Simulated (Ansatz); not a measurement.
The structure in question:

```cif
data_structure
_symmetry_space_group_name_H-M 'P -3 m 1'
_symmetry_Int_Tables_number 164
_cell_length_a 2.9461
_cell_length_b 2.9461
_cell_length_c 4.6378
_cell_angle_alpha 90.000
_cell_angle_beta 90.000
_cell_angle_gamma 120.000
_cell_volume 34.86
loop_
_atom_site_label
_atom_site_type_symbol
_atom_site_symmetry_multiplicity
_atom_site_Wyckoff_symbol
_atom_site_fract_x
_atom_site_fract_y
_atom_site_fract_z
_atom_site_occupancy
Ta1 Ta 2 d 0.66667 0.33333 0.74491 1
N1 N 1 a 0.00000 0.00000 0.00000 1
```

Question: Characterise the structure given above.

Answer: It has the composition Ta2N. Its lattice is primitive hexagonal, its space group P-3m1 (No. 164). The cell has 3 atoms, namely 2 Ta, 1 N. The coordination shell of Ta holds twelve Ta and three N (2.84 to 2.95 Å to Ta, 2.07 Å to N). N is coordinated by six Ta in an octahedral arrangement at 2.07 Å. The bonds build a three-dimensional framework.

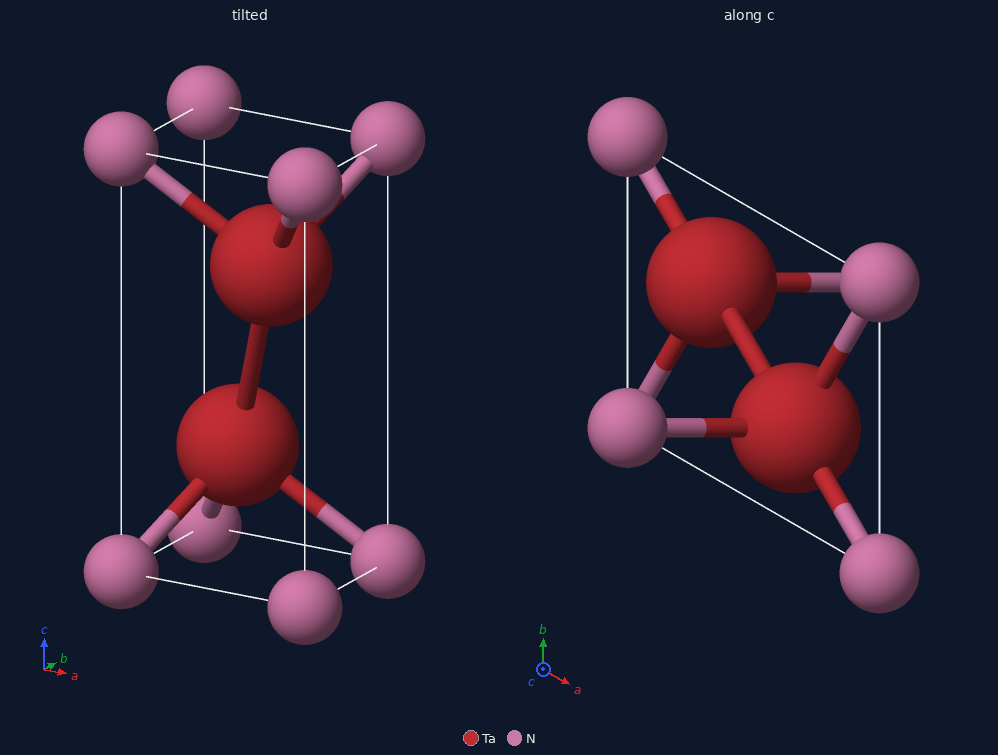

The figure gives a ball-and-stick picture of the atoms, viewed slightly off an axis and along the c axis. The wireframe shows the conventional unit cell. Colours: tantalum red, nitrogen pink.

Its origin is a structure listed in the Materials Project. The cell was then strained or its atoms displaced on purpose. An electronic-structure calculation with Ansatz was run on it.

At this level of theory the run's own cell isn't at rest (compressed, at 60 GPa and forces up to 1.1 eV/Å), so its distances can differ from those at equilibrium, the more so the softer the solid.
